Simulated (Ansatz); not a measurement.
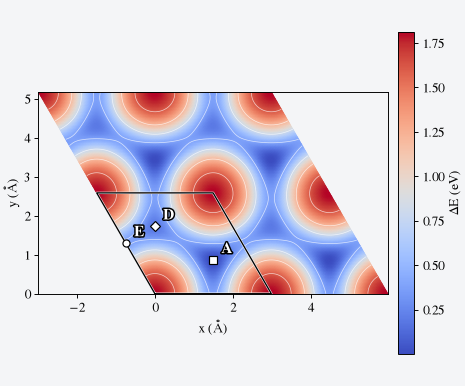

S on a Ta(111) slab cut from the Fm-3m phase, its upper half relaxed before the scan (12 atoms of substrate and one adsorbate in a 2 × 2 cell). 
- S is moved over the surface cell; relaxed at each place: the height of the adsorbate's atoms; substrate rigid; the origin of the map has the adsorbate above Ta9.
- Places are given modulo a cell vector. The map is drawn in real space over the plane of the surface.
- Grid: 6 × 6 points; 10 points were computed and 26 follow by symmetry.
- Places are given in fractions of the 1 × 1 surface cell.
- Energies: eV, counted from the lowest grid point.
- The calculation used DFT PBE, scalar-relativistic, plane waves, PAW in Ansatz. Settings: cutoff 420 eV, k-mesh 6×6×1, gaussian smearing 0.1 eV, no spin polarisation.

In the figure: a smooth colour map with a few white contour lines, the outline of one cell of the 2 × 2 shown, lettered points. Between grid points the surface is interpolated.

> Is D the lowest point of the computed grid?

No. D lies 0.19 eV above the lowest grid point, which is at a threefold hollow over a third-layer Ta atom, (4/6, 2/6) of the cell vectors. It is a local minimum.

> Name the site at each letter.

A: a threefold hollow over a third-layer Ta atom; D: a threefold hollow over a second-layer Ta atom; E: a bridge site between two Ta atoms.

PAW datasets: the set soft_1.
